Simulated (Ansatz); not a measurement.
**Co: a changed input and its effect**

System: Co (Pm-3m, 1 atom in the cell).
Method of run A: DFT, PBEsol, plane waves (420 eV) with PAW, scalar-relativistic, no spin polarisation (Ansatz 0.2.0).

Text and figures count atoms from 1; the logs count them from 0 in places.

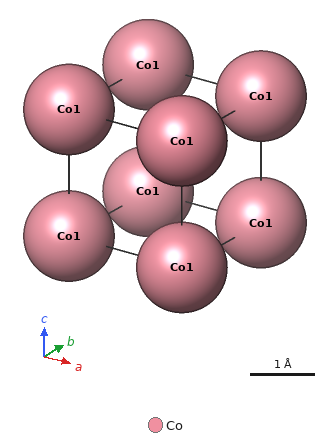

Figure 1. The structure (spheres-only view of the cell of the calculation, seen at an oblique angle; atoms are numbered from 1 in the order of the input).

## Input, run A
```yaml
crystal:
  lattice:
    - [2.1881732648, 0.0, 0.0]
    - [0.0, 2.1881732648, 0.0]
    - [0.0, 0.0, 2.1881732648]
  atoms:
    - { symbol: Co, position: [0.0, 0.0, 0.0] }
hamiltonian:
  xc: pbesol
  pseudopotentials:
    kind: paw
    azcp:
      Co: "pseudopotentials/Co.paw.azcp"
basis:
  ecutwfc: 420
  fft_grid_basis: typed
kpoints:
  mp_grid: { grid: [16, 16, 16], shift: [0, 0, 0] }
magnetization:
  spin_polarized: false
scf:
  occupations: { method: fermi_dirac, width: 0.1 }
  lower_state_search: "off"
output:
  stress: true
```

Hardware: 2 threads of an Arm (aarch64) CPU, shared host.

## Output, shortened to warnings, some set-up lines, iterations and results (run A)
```
Warning: [file] the record states the generating functional pbe (its physics header spells it `PBE`), which answers neither for hamiltonian.xc's functional nor for the pbesol family's — results may be inconsistent (PPs are generated against a specific XC)
Basis set: ecut = 420 eV, 203 PW (Γ)
Symmetry: 48 space group operations
k-points: 165 of 4096
Initial density: superposition of atomic densities (neutral atoms: chi_scale 0, normalization atom), corrected by the library's trained network
[...]
SCF iter   1: F=—  HF=-5091.918760 eV  |F-HF|=—  |Δ(HF+E_count)|=         —  Δρ=3.34e-2  dr2=6.22e-2  ethr=1.77e-3  ⟨swp⟩=4.8  Hψ=10690  notcnv=0
SCF iter   2: F=—  HF=-5091.907127 eV  |F-HF|=—  |Δ(HF+E_count)|=   1.16e-2  Δρ=1.39e-2  dr2=1.22e-2  ethr=3.66e-4  ⟨swp⟩=2.0  Hψ=4020  notcnv=0
SCF iter   3: F=—  HF=-5091.904635 eV  |F-HF|=—  |Δ(HF+E_count)|=   2.49e-3  Δρ=1.19e-3  dr2=1.06e-4  ethr=7.20e-5  ⟨swp⟩=2.0  Hψ=2697  notcnv=0
SCF iter   4: F=—  HF=-5091.904605 eV  |F-HF|=—  |Δ(HF+E_count)|=   3.03e-5  Δρ=1.85e-4  dr2=5.48e-7  ethr=6.22e-7  ⟨swp⟩=2.4  Hψ=3485  notcnv=0
SCF iter   5: F=—  HF=-5091.904609 eV  |F-HF|=—  |Δ(HF+E_count)|=   4.09e-6  Δρ=1.82e-5  dr2=6.42e-9  ethr=3.22e-9  ⟨swp⟩=2.0  Hψ=2464  notcnv=0
SCF iter   6: F=-5091.904609 eV  HF=-5091.904609 eV  |F-HF|=7.82e-11  |Δ(HF+E_count)|=   2.23e-9  Δρ=2.46e-6  dr2=1.81e-10  ethr=3.78e-11  ⟨swp⟩=1.7  Hψ=6671  notcnv=0
SCF 1 converged in 6 iterations: F = -5091.904609 eV  dr2 = 1.81e-10
SCF converged after 6 iterations
Free energy (F): -5091.904609 eV
Harris-Foulkes:  -5091.904609 eV  (|F-HF|=7.82e-11)
Internal energy: -5091.824787 eV  (E = F + TS)
E sigma→0 (E₀):  -5091.864698 eV
Entropy (-TS):   -0.079822 eV (-79.822 meV/atom)
Fermi energy:    19.367004 eV
--- Per-component energies (eV) ---
  E_band       = -232.207755
  E_kinetic    = 459.576839
  E_local      = -2885.601988  (includes V_loc(G=0)·N_el)
  E_nonlocal   = 459.862172
  E_hartree    = 1217.155440
  E_xc         = -158.484207
  E_vxc        = -205.517653  (∫ρ·V_xc dr)
  E_paw        = -1486.516148  (= ΣΔE_a)
  E_vpaw       = -494.837461  (= ΣTr[D̂ρ^β])
  E_aug_tail   = 0.000068  (compensation charges beyond the density's cutoff)
  E_ewald      = -2698.005382
  E_core_change = 0.188419  (= ΣΔE_core)
  E_smearing   = -0.079822  (= −TS)
  E_closure    = -0.000000  (closes the sum)
  Σ components = -5091.904609   (vs F -5091.904609, Δ=0.00e0)
--- Stress (GPa, compression-positive) ---
       21.181245       0.000000       0.000000
       -0.000000      21.181245       0.000000
        0.000000       0.000000      21.181245
  P = ⅓ Tr σ = 21.1812 GPa (211.812 kbar)
```

The input of run B differs as follows (lines with − go, lines with + come):
```diff
-    - [2.1881732648, 0.0, 0.0]
-    - [0.0, 2.1881732648, 0.0]
-    - [0.0, 0.0, 2.1881732648]
+    - [2.3364604785, 0.0, 0.0]
+    - [0.0, 2.3364604785, 0.0]
+    - [0.0, 0.0, 2.3364604785]
```

What does this change do to the results?

With the same functional and potentials, run B lies 29.3 meV per atom higher. The pressure goes from 21.18 to −18.01 GPa. The volume per atom goes from 10.48 to 12.75 Å³. The number of SCF iterations is the same. The plane waves at Γ go from 203 to 251.

## Output, shortened to warnings, some set-up lines, iterations and results (run B)
```
Warning: [file] the record states the generating functional pbe (its physics header spells it `PBE`), which answers neither for hamiltonian.xc's functional nor for the pbesol family's — results may be inconsistent (PPs are generated against a specific XC)
Basis set: ecut = 420 eV, 251 PW (Γ)
Symmetry: 48 space group operations
k-points: 165 of 4096
Initial density: superposition of atomic densities (neutral atoms: chi_scale 0, normalization atom), corrected by the library's trained network
[...]
SCF iter   1: F=—  HF=-5091.885038 eV  |F-HF|=—  |Δ(HF+E_count)|=         —  Δρ=2.70e-2  dr2=5.16e-2  ethr=1.77e-3  ⟨swp⟩=5.1  Hψ=10816  notcnv=0
SCF iter   2: F=—  HF=-5091.877335 eV  |F-HF|=—  |Δ(HF+E_count)|=   7.70e-3  Δρ=1.20e-2  dr2=1.14e-2  ethr=3.03e-4  ⟨swp⟩=1.9  Hψ=3847  notcnv=0
SCF iter   3: F=—  HF=-5091.875364 eV  |F-HF|=—  |Δ(HF+E_count)|=   1.97e-3  Δρ=1.11e-3  dr2=1.18e-4  ethr=6.71e-5  ⟨swp⟩=1.3  Hψ=2283  notcnv=0
SCF iter   4: F=—  HF=-5091.875343 eV  |F-HF|=—  |Δ(HF+E_count)|=   2.12e-5  Δρ=1.26e-4  dr2=2.80e-7  ethr=6.92e-7  ⟨swp⟩=2.2  Hψ=3080  notcnv=0
SCF iter   5: F=—  HF=-5091.875346 eV  |F-HF|=—  |Δ(HF+E_count)|=   2.85e-6  Δρ=1.72e-5  dr2=5.96e-9  ethr=1.65e-9  ⟨swp⟩=2.1  Hψ=2993  notcnv=0
SCF iter   6: F=-5091.875346 eV  HF=-5091.875346 eV  |F-HF|=2.24e-10  |Δ(HF+E_count)|=   4.26e-9  Δρ=1.85e-6  dr2=1.49e-10  ethr=3.51e-11  ⟨swp⟩=2.0  Hψ=6719  notcnv=0
SCF 1 converged in 6 iterations: F = -5091.875346 eV  dr2 = 1.49e-10
SCF converged after 6 iterations
Free energy (F): -5091.875346 eV
Harris-Foulkes:  -5091.875346 eV  (|F-HF|=2.24e-10)
Internal energy: -5091.772479 eV  (E = F + TS)
E sigma→0 (E₀):  -5091.823912 eV
Entropy (-TS):   -0.102866 eV (-102.866 meV/atom)
Fermi energy:    15.026983 eV
--- Per-component energies (eV) ---
  E_band       = -298.400064
  E_kinetic    = 453.635529
  E_local      = -3156.299067  (includes V_loc(G=0)·N_el)
  E_nonlocal   = 458.841867
  E_hartree    = 1319.762915
  E_xc         = -156.334660
  E_vxc        = -202.638190  (∫ρ·V_xc dr)
  E_paw        = -1484.795424  (= ΣΔE_a)
  E_vpaw       = -491.465501  (= ΣTr[D̂ρ^β])
  E_aug_tail   = 0.000082  (compensation charges beyond the density's cutoff)
  E_ewald      = -2526.772141
  E_core_change = 0.188419  (= ΣΔE_core)
  E_smearing   = -0.102866  (= −TS)
  E_closure    = 0.000000  (closes the sum)
  Σ components = -5091.875346   (vs F -5091.875346, Δ=0.00e0)
--- Stress (GPa, compression-positive) ---
      -18.009874       0.000000       0.000000
        0.000000     -18.009874       0.000000
        0.000000       0.000000     -18.009874
  P = ⅓ Tr σ = -18.0099 GPa (-180.099 kbar)
```

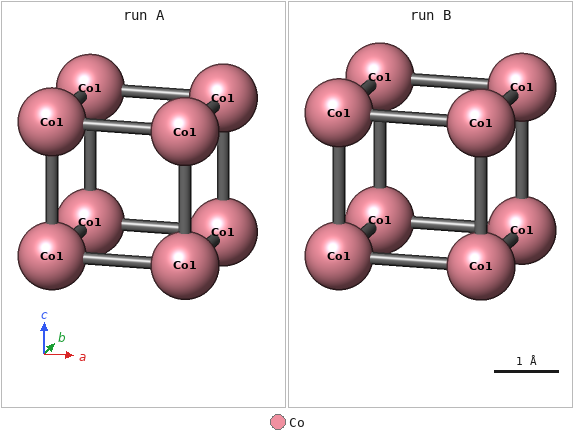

Figure 2. The two input geometries at one scale (ball-and-stick view of the cell of the calculation, seen slightly off an axis). The atoms keep their places relative to the cell (all moves are under 0.005 Å). Cell: a = b = c 2.188 → 2.336 Å (+6.8 %). Volume +21.7 %. Among the contacts that change: Co1–Co1 2.188 → 2.336 Å.

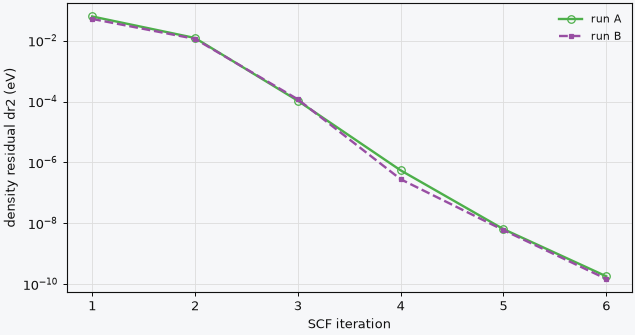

Figure 3. Convergence of the two runs: density residual dr2 against the SCF iteration. Run A takes 6 iterations in all, and run B takes 6.

## The two runs side by side

```csv
quantity,run A,run B
outcome,converged,converged
free energy per atom (eV),−5091.9046,−5091.8753
"energy per atom, smearing taken to zero (eV)",−5091.8647,−5091.8239
pressure (GPa),21.18,−18.01
volume per atom (Å³),10.48,12.75
SCF iterations,6,6
irreducible k-points,165,165
plane waves at Γ,203,251
wall time (shared host),0.76 s,0.82 s
```

For both runs: Warnings: the PAW datasets were made with another functional. The run has no spin polarisation, so a magnetic state may lie lower. For run A: The cell is under a pressure of 21 GPa at this level, so it is not at its equilibrium volume. For run B: The cell is under a tension of 18.0 GPa at this level, so it is not at its equilibrium volume.
